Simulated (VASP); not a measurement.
**Geometry relaxation of SnO₂**

- system: SnO₂ (3 atoms in the cell)
- method: DFT, plane waves, PAW, settings varied from a LDA run (VASP 6.6.1)

The structure was built on a prototype by a generator. The geometry comes from this level: PBE.

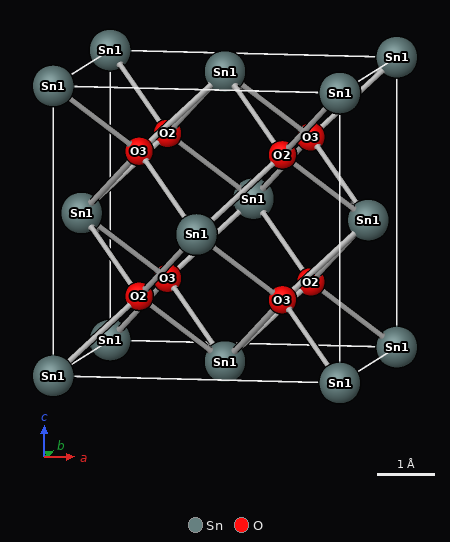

The structure as given in the input (ball-and-stick view of the cell 4 times as large as that of the calculation, set on its symmetry axes, seen slightly off an axis; atoms are numbered from 1 in the order of the input).

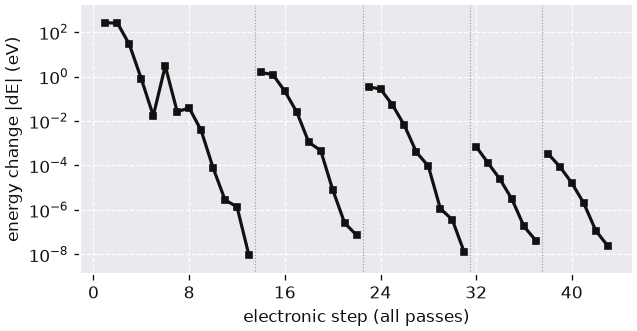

Convergence of the self-consistent field: energy change |dE| against the electronic step. Each stretch between dotted lines is the SCF of one geometry step of a relaxation. The 5 ionic steps take 6 to 13 electronic steps each. The density is held fixed in the first few steps, and dE rises again when its update begins.

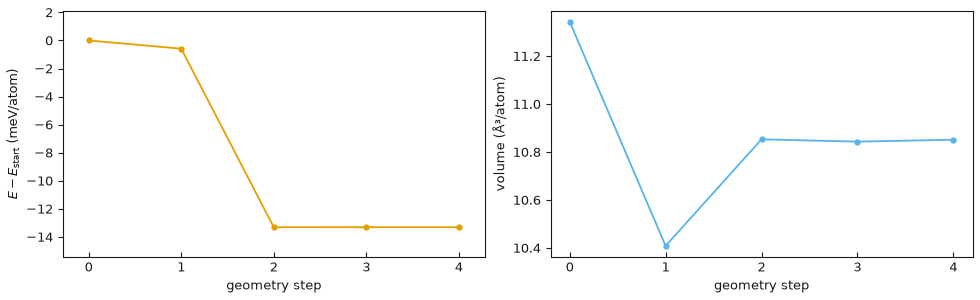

Progress of the relaxation, step by step (steps are counted from 0).

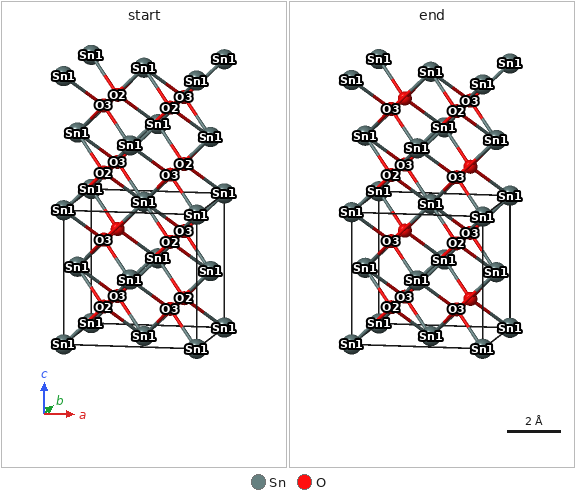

Before (left) and after (right) the relaxation, at one scale (ball-and-stick view of the cell 4 times as large as that of the calculation, set on its symmetry axes, repeated 1 × 1 × 2, seen slightly off an axis). No atom moves by more than 0.005 Å relative to the cell. The drawn cell changes as follows: a = b = c 5.144 → 5.069 Å (−1.5 %); the volume changes by −4.3 %. Among the contacts that change: Sn1–O2 2.227 → 2.195 Å. The space group stays Fm-3m (No. 225). Over 4 geometry steps the energy falls by 13.3 meV per atom. All forces vanish by symmetry, so only the cell relaxes. (Atoms are counted from 1 in the order of the input.)

These pictures come from the run below.

### INCAR
```
ENCUT = 600.000000
SIGMA = 0.020000
EDIFF = 1.00e-07
EDIFFG = -5.00e-03
GGA = CA
PREC = Accurate
IBRION = 2
ISIF = 3
ISMEAR = -1
NBANDS = 20
NELM = 120
NSW = 40
LASPH = .TRUE.
LCHARG = .FALSE.
LWAVE = .FALSE.
LREAL = .FALSE.
PSTRESS = -30
```

### KPOINTS
```
KPOINTS created by Atomic Simulation Environment
0
Gamma
8 8 8
0 0 0
```

### POSCAR
```
Sn O
 1.0000000000000000
     0.0000000000000000    2.5720474696209479    2.5720474696209479
     2.5720474696209479   -0.0000000000000000    2.5720474696209479
     2.5720474696209479    2.5720474696209479   -0.0000000000000000
 Sn  O
   1   2
Cartesian
  0.0000000000000000 -0.0000000000000000 -0.0000000000000000
  1.2860237348104737  1.2860237348104737  1.2860237348104737
  3.8580712044314218  3.8580712044314218  3.8580712044314218
```

Launched with:
```bash
mpirun -np 1 vasp_std
```

### OSZICAR
```
N       E                     dE             d eps       ncg     rms          rms(c)
DAV:   1     0.259981640581E+03    0.25998E+03   -0.14739E+04  1252   0.220E+03
DAV:   2     0.490254588951E+01   -0.25508E+03   -0.24045E+03  1260   0.521E+02
DAV:   3    -0.227040534197E+02   -0.27607E+02   -0.27156E+02  1300   0.144E+02
DAV:   4    -0.234842918032E+02   -0.78024E+00   -0.77931E+00  1292   0.252E+01
DAV:   5    -0.235014193143E+02   -0.17128E-01   -0.17126E-01  1420   0.387E+00    0.104E+01
DAV:   6    -0.205169610739E+02    0.29845E+01   -0.10933E+01  1804   0.579E+01    0.395E+00
DAV:   7    -0.204910141006E+02    0.25947E-01   -0.62798E-01  1252   0.604E+00    0.189E+00
DAV:   8    -0.204522817883E+02    0.38732E-01   -0.93606E-02  1300   0.267E+00    0.361E-01
DAV:   9    -0.204484886550E+02    0.37931E-02   -0.11124E-02  1844   0.132E+00    0.731E-02
DAV:  10    -0.204485667269E+02   -0.78072E-04   -0.89006E-04  1340   0.347E-01    0.292E-02
DAV:  11    -0.204485695198E+02   -0.27930E-05   -0.38971E-05  1684   0.980E-02    0.184E-02
DAV:  12    -0.204485681426E+02    0.13773E-05   -0.72289E-06  1460   0.241E-02    0.584E-03
DAV:  13    -0.204485681336E+02    0.89731E-08   -0.72988E-07  1288   0.663E-03
   1 F= -.21085771E+02 E0= -.21085633E+02  d E =-.210858E+02
       N       E                     dE             d eps       ncg     rms          rms(c)
DAV:   1    -0.219691387649E+02   -0.15206E+01   -0.29763E+01  1508   0.901E+01    0.819E+00
DAV:   2    -0.207473584796E+02    0.12218E+01   -0.25726E+00  1520   0.271E+01    0.284E+00
DAV:   3    -0.205295286266E+02    0.21783E+00   -0.38774E-01  1500   0.202E+01    0.846E-01
DAV:   4    -0.205044211631E+02    0.25107E-01   -0.60211E-02  1780   0.662E+00    0.169E-01
DAV:   5    -0.205033159510E+02    0.11052E-02   -0.10845E-02  1244   0.896E-01    0.710E-02
DAV:   6    -0.205028506219E+02    0.46533E-03   -0.52494E-04  1356   0.244E-01    0.461E-02
DAV:   7    -0.205028424515E+02    0.81704E-05   -0.40837E-05  1824   0.158E-01    0.659E-03
DAV:   8    -0.205028421952E+02    0.25638E-06   -0.14472E-05  1648   0.725E-02    0.128E-03
DAV:   9    -0.205028422684E+02   -0.73254E-07   -0.60547E-07  1080   0.972E-03
   2 F= -.21087533E+02 E0= -.21087533E+02  d E =-.176240E-02
       N       E                     dE             d eps       ncg     rms          rms(c)
DAV:   1    -0.208477898988E+02   -0.34495E+00   -0.74806E+00  1508   0.535E+01    0.383E+00
DAV:   2    -0.205754445259E+02    0.27235E+00   -0.62026E-01  1520   0.108E+01    0.134E+00
DAV:   3    -0.205228412391E+02    0.52603E-01   -0.87565E-02  1460   0.753E+00    0.405E-01
DAV:   4    -0.205165216723E+02    0.63196E-02   -0.16759E-02  1752   0.292E+00    0.635E-02
DAV:   5    -0.205161274308E+02    0.39424E-03   -0.21499E-03  1232   0.433E-01    0.317E-02
DAV:   6    -0.205160341318E+02    0.93299E-04   -0.95401E-05  1396   0.112E-01    0.227E-02
DAV:   7    -0.205160329825E+02    0.11494E-05   -0.10548E-05  1716   0.593E-02    0.486E-03
DAV:   8    -0.205160326188E+02    0.36367E-06   -0.26353E-06  1576   0.243E-02    0.905E-04
DAV:   9    -0.205160326313E+02   -0.12544E-07   -0.13436E-07   860   0.332E-03
   3 F= -.21125689E+02 E0= -.21125680E+02  d E =-.399177E-01
       N       E                     dE             d eps       ncg     rms          rms(c)
DAV:   1    -0.205167305489E+02   -0.69793E-03   -0.33323E-03  1516   0.105E+00    0.828E-02
DAV:   2    -0.205166036461E+02    0.12690E-03   -0.28390E-04  1532   0.241E-01    0.287E-02
DAV:   3    -0.205165799325E+02    0.23714E-04   -0.39398E-05  1480   0.172E-01    0.885E-03
DAV:   4    -0.205165769901E+02    0.29424E-05   -0.73143E-06  1752   0.641E-02    0.147E-03
DAV:   5    -0.205165768108E+02    0.17938E-06   -0.10491E-06  1240   0.929E-03    0.684E-04
DAV:   6    -0.205165767697E+02    0.41074E-07   -0.34223E-08   684   0.224E-03
   4 F= -.21125690E+02 E0= -.21125683E+02  d E =-.399191E-01
       N       E                     dE             d eps       ncg     rms          rms(c)
DAV:   1    -0.205162344603E+02    0.34235E-03   -0.22884E-03  1512   0.875E-01    0.685E-02
DAV:   2    -0.205161474155E+02    0.87045E-04   -0.19524E-04  1520   0.200E-01    0.238E-02
DAV:   3    -0.205161312331E+02    0.16182E-04   -0.27003E-05  1480   0.142E-01    0.734E-03
DAV:   4    -0.205161292496E+02    0.19834E-05   -0.50394E-06  1744   0.530E-02    0.122E-03
DAV:   5    -0.205161291320E+02    0.11768E-06   -0.71276E-07  1232   0.766E-03    0.554E-04
DAV:   6    -0.205161291081E+02    0.23886E-07   -0.23027E-08   660   0.185E-03
   5 F= -.21125691E+02 E0= -.21125683E+02  d E =-.121243E-05
```

### Parts of OUTCAR
```
k-points           NKPTS =     29   k-points in BZ     NKDIM =     29   number of bands    NBANDS=     20

   NELECT =      26.0000    total number of electrons

   dimension x,y,z NGX =    30 NGY =   30 NGZ =   30
   dimension x,y,z NGXF=    60 NGYF=   60 NGZF=   60

  energy-cutoff  :      600.00
  volume of cell :       32.55
      direct lattice vectors                 reciprocal lattice vectors
     0.000000000  2.534306241  2.534306241    -0.197292652  0.197292652  0.197292652
     2.534306241 -0.000000000  2.534306241     0.197292652 -0.197292652  0.197292652
     2.534306241  2.534306241  0.000000000     0.197292652  0.197292652 -0.197292652

 k-points in reciprocal lattice and weights: KPOINTS created by Atomic Simulation Env
   0.00000000  0.00000000  0.00000000       0.002
   0.12500000  0.00000000  0.00000000       0.016
   0.25000000  0.00000000  0.00000000       0.016
   0.37500000  0.00000000  0.00000000       0.016
   0.50000000  0.00000000  0.00000000       0.008
   0.12500000  0.12500000  0.00000000       0.012
   0.25000000  0.12500000  0.00000000       0.047
   0.37500000  0.12500000  0.00000000       0.047
   0.50000000  0.12500000  0.00000000       0.047
  -0.37500000  0.12500000  0.00000000       0.047
  -0.25000000  0.12500000  0.00000000       0.047
  -0.12500000  0.12500000  0.00000000       0.023
   0.25000000  0.25000000  0.00000000       0.012
   0.37500000  0.25000000  0.00000000       0.047
   0.50000000  0.25000000  0.00000000       0.047
  -0.37500000  0.25000000  0.00000000       0.047
  -0.25000000  0.25000000  0.00000000       0.023
   0.37500000  0.37500000  0.00000000       0.012
   0.50000000  0.37500000  0.00000000       0.047
  -0.37500000  0.37500000  0.00000000       0.023
   0.50000000  0.50000000  0.00000000       0.006
   0.37500000  0.25000000  0.12500000       0.047
   0.50000000  0.25000000  0.12500000       0.094
  -0.37500000  0.25000000  0.12500000       0.047
   0.50000000  0.37500000  0.12500000       0.047
  -0.37500000  0.37500000  0.12500000       0.094
  -0.25000000  0.37500000  0.12500000       0.047
  -0.37500000  0.50000000  0.12500000       0.023
  -0.25000000  0.50000000  0.25000000       0.012

 E-fermi :   7.8502

 k-point     1 :       0.0000    0.0000    0.0000
  band No.  band energies     occupation
      1     -12.7166      2.00000
      2     -12.7166      2.00000
      3     -12.7166      2.00000
      4     -12.5444      2.00000
      5     -12.5444      2.00000
      6     -11.8049      2.00000
      7      -7.6668      2.00000
      8       4.7807      2.00000
      9       4.7807      2.00000
     10       4.7807      2.00000
     11       6.2997      2.00000
     12       6.2997      2.00000
     13       6.2997      2.00000
     14       7.9322      0.03262
     15      14.5771      0.00000
     16      14.5771      0.00000
     17      14.5771      0.00000
     18      20.7949      0.00000
     19      22.8412      0.00000
     20      22.8412      0.00000

 k-point     2 :       0.1250    0.0000    0.0000
  band No.  band energies     occupation
      1     -12.7818      2.00000
      2     -12.7035      2.00000
      3     -12.7035      2.00000
      4     -12.5448      2.00000
      5     -12.5448      2.00000
      6     -11.6320      2.00000
      7      -7.6594      2.00000
      8       4.1843      2.00000
      9       4.6901      2.00000
     10       4.6901      2.00000
     11       5.4039      2.00000
     12       6.1916      2.00000
     13       6.1916      2.00000
     14       9.2648      0.00000
     15      14.4433      0.00000
     16      14.9742      0.00000
     17      14.9742      0.00000
     18      21.8717      0.00000
     19      22.8818      0.00000
     20      22.8818      0.00000

 k-point     3 :       0.2500    0.0000    0.0000
  band No.  band energies     occupation
      1     -12.9574      2.00000
      2     -12.6785      2.00000
      3     -12.6785      2.00000
      4     -12.5389      2.00000
      5     -12.5389      2.00000
      6     -11.0898      2.00000
      7      -7.7759      2.00000
      8       2.9213      2.00000
      9       4.4898      2.00000
     10       4.4898      2.00000
     11       4.6029      2.00000
     12       5.9328      2.00000
     13       5.9328      2.00000
     14      10.9618      0.00000
     15      14.5814      0.00000
     16      16.0196      0.00000
     17      16.0196      0.00000
     18      22.9731      0.00000
     19      22.9731      0.00000
     20      23.5990      0.00000

 k-point     4 :       0.3750    0.0000    0.0000
  band No.  band energies     occupation
      1     -13.1331      2.00000
      2     -12.6658      2.00000
      3     -12.6658      2.00000
      4     -12.5202      2.00000
      5     -12.5202      2.00000
      6     -10.2540      2.00000
      7      -8.2402      2.00000
      8       2.0414      2.00000
      9       3.9994      2.00000
     10       4.3111      2.00000
     11       4.3111      2.00000
     12       5.6774      2.00000
     13       5.6774      2.00000
     14      12.1050      0.00000
     15      15.1792      0.00000
     16      17.2801      0.00000
     17      17.2801      0.00000
     18      22.9706      0.00000
     19      22.9706      0.00000
     20      23.5108      0.00000

 k-point     5 :       0.5000    0.0000    0.0000
  band No.  band energies     occupation
      1     -13.2036      2.00000
      2     -12.6641      2.00000
      3     -12.6641      2.00000
      4     -12.5087      2.00000
      5     -12.5087      2.00000
      6      -9.5506      2.00000
      7      -8.8125      2.00000
      8       1.7650      2.00000
      9       3.7573      2.00000
     10       4.2426      2.00000
     11       4.2426      2.00000
     12       5.5724      2.00000
     13       5.5724      2.00000
     14      12.5072      0.00000
     15      15.5307      0.00000
     16      17.9250      0.00000
     17      17.9250      0.00000
     18      22.8751      0.00000
     19      22.8751      0.00000
     20      23.1301      0.00000

 [... the levels of 23 k-points are left out ...]

 k-point    29 :      -0.2500    0.5000    0.2500
  band No.  band energies     occupation
      1     -12.9959      2.00000
      2     -12.9959      2.00000
      3     -12.5936      2.00000
      4     -12.5364      2.00000
      5     -12.5264      2.00000
      6      -8.7479      2.00000
      7      -8.7479      2.00000
      8      -0.5924      2.00000
      9       1.5374      2.00000
     10       4.5185      2.00000
     11       4.5185      2.00000
     12       7.3990      2.00000
     13       7.7283      1.99549
     14      12.0620      0.00000
     15      16.5745      0.00000
     16      17.3299      0.00000
     17      17.3299      0.00000
     18      19.6959      0.00000
     19      24.3541      0.00000
     20      26.2143      0.00000

  Total       -0.6240180     -0.6240180     -0.6240180      0.0000000      0.0000000      0.0000000
  in kB      -30.7114586    -30.7114586    -30.7114586      0.0000000      0.0000000      0.0000000
  external PRESSURE =      -0.7114586 kB  Pullay stress =     -30.0000000 kB

 POSITION                                       TOTAL-FORCE (eV/Angst)
 -----------------------------------------------------------------------------------
      2.53431      2.53431      0.00000        -0.000000      0.000000      0.000000
      1.26715      1.26715      1.26715        -0.000000     -0.000000     -0.000000
      3.80146      3.80146      3.80146         0.000000      0.000000      0.000000
 -----------------------------------------------------------------------------------
    total drift:                                0.000000     -0.000000      0.000000

  FREE ENERGIE OF THE ION-ELECTRON SYSTEM (eV)
  ---------------------------------------------------
  free  energy   TOTEN  =       -20.5161291081 eV

  energy  without entropy=      -20.5161130591  energy(sigma->0) =      -20.51612108
```

### CONTCAR
```
Sn O
   1.00000000000000
     0.0000000000000000    2.5343062411617026    2.5343062411617026
     2.5343062411617026   -0.0000000000000000    2.5343062411617026
     2.5343062411617026    2.5343062411617026    0.0000000000000000
  Sn              O
     1     2
Direct
     0.0000000000000000    0.0000000000000000    1.0000000000000000
     0.2500000000000000    0.2500000000000000    0.2500000000000000
     0.7500000000000000    0.7500000000000000    0.7500000000000000

  0.00000000E+00  0.00000000E+00  0.00000000E+00
  0.00000000E+00  0.00000000E+00  0.00000000E+00
  0.00000000E+00  0.00000000E+00  0.00000000E+00
```

### Trajectory as extended XYZ (Å, eV, eV/Å), 5 frames, from step=None to step=None
```
3
Lattice="0.0000 2.5720 2.5720 2.5720 0.0000 2.5720 2.5720 2.5720 0.0000" Properties=species:S:1:pos:R:3:forces:R:3 step=None energy=-21.08577
Sn    0.0000    0.0000    0.0000    0.0000   0.0000   0.0000
O     1.2860    1.2860    1.2860    0.0000   0.0000   0.0000
O     3.8581    3.8581    3.8581    0.0000   0.0000   0.0000
3
Lattice="0.0000 2.4994 2.4994 2.4994 -0.0000 2.4994 2.4994 2.4994 0.0000" Properties=species:S:1:pos:R:3:forces:R:3 step=None energy=-21.08753
Sn    2.4994    0.0000    2.4994    0.0000   0.0000   0.0000
O     1.2497    1.2497    1.2497    0.0000   0.0000   0.0000
O     3.7490    3.7490    3.7490    0.0000   0.0000   0.0000
3
Lattice="0.0000 2.5344 2.5344 2.5344 -0.0000 2.5344 2.5344 2.5344 0.0000" Properties=species:S:1:pos:R:3:forces:R:3 step=None energy=-21.12569
Sn    0.0000    0.0000    0.0000    0.0000   0.0000   0.0000
O     1.2672    1.2672    1.2672    0.0000   0.0000   0.0000
O     3.8016    3.8016    3.8016    0.0000   0.0000   0.0000
3
Lattice="0.0000 2.5337 2.5337 2.5337 -0.0000 2.5337 2.5337 2.5337 0.0000" Properties=species:S:1:pos:R:3:forces:R:3 step=None energy=-21.12569
Sn    2.5337    2.5337    5.0674    0.0000   0.0000   0.0000
O     1.2668    1.2668    1.2668    0.0000   0.0000   0.0000
O     3.8005    3.8005    3.8005    0.0000   0.0000   0.0000
3
Lattice="0.0000 2.5343 2.5343 2.5343 -0.0000 2.5343 2.5343 2.5343 0.0000" Properties=species:S:1:pos:R:3:forces:R:3 step=None energy=-21.12569
Sn    2.5343    2.5343    0.0000    0.0000   0.0000   0.0000
O     1.2671    1.2671    1.2671    0.0000   0.0000   0.0000
O     3.8015    3.8015    3.8015    0.0000   0.0000   0.0000
```

### Results in brief

| quantity | value |
| --- | --- |
| outcome | converged |
| space group (tolerance 0.01 Å) | Fm-3m (225) |
| electrons treated | 26 |
| free energy | −20.5161 eV |
| Fermi energy | 7.850 eV |
| pressure | −3.07 GPa |
| final volume | 32.55 Å³ |
| largest force (length of the vector) at the end | under 0.001 eV/Å |
| final cell | a = 3.584 Å, b = 3.584 Å, c = 3.584 Å, α = 60.00°, β = 60.00°, γ = 60.00° |
| hardware | 1 CPU thread, shared host |
| wall time | 37 s |
| peak memory | 0.17 GiB |

### Notes

Settings chosen away from the usual ones: PSTRESS = -30.
